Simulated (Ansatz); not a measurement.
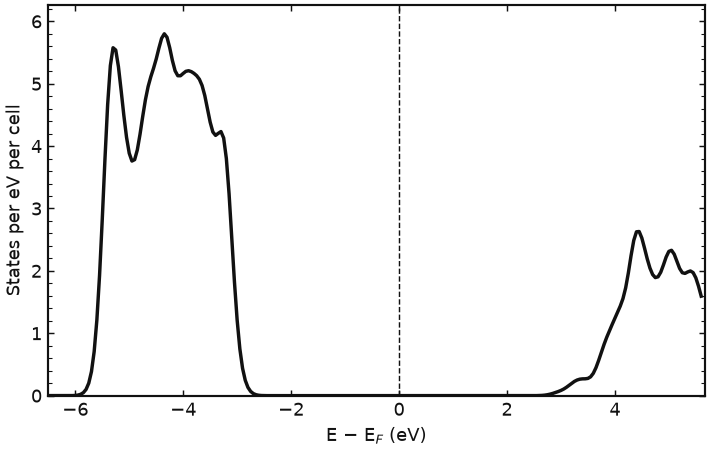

Density of states. Energies are counted from the Fermi level. The curve is built from the levels of the k mesh with Gaussians 0.3 eV wide, which also blur the band edges.

System: LiCl, space group P6_3/mmc, 4 atoms in the cell, h-MgO (five-fold) type, epitaxial (xy) strain −1.5%.

```xyz
4
Lattice="4.0990 0.0000 0.0000 -2.0495 3.5499 0.0000 0.0000 0.0000 5.3049" Properties=species:S:1:pos:R:3 pbc="T T T"
Li    0.0000    2.3666    1.3262
Li    2.0495    1.1833    3.9787
Cl    2.0495    1.1833    1.3262
Cl    0.0000    2.3666    3.9787
```

Computed with Ansatz 0.2.0: DFT, PBE, plane waves, PAW, no spin polarisation, 12×12×6 k mesh, 420 eV cutoff.

Q: Is there a gap at the Fermi level, and how wide?

A: There is a gap; over the k points computed it is 5.67 eV (direct among those points).

Q: How wide is the upper valence band?

A: The upper group of valence states starts about 2.9 eV under the valence-band top (which lies at −2.8 eV on this axis), with a gap beneath it; it holds about 12 electrons a cell.
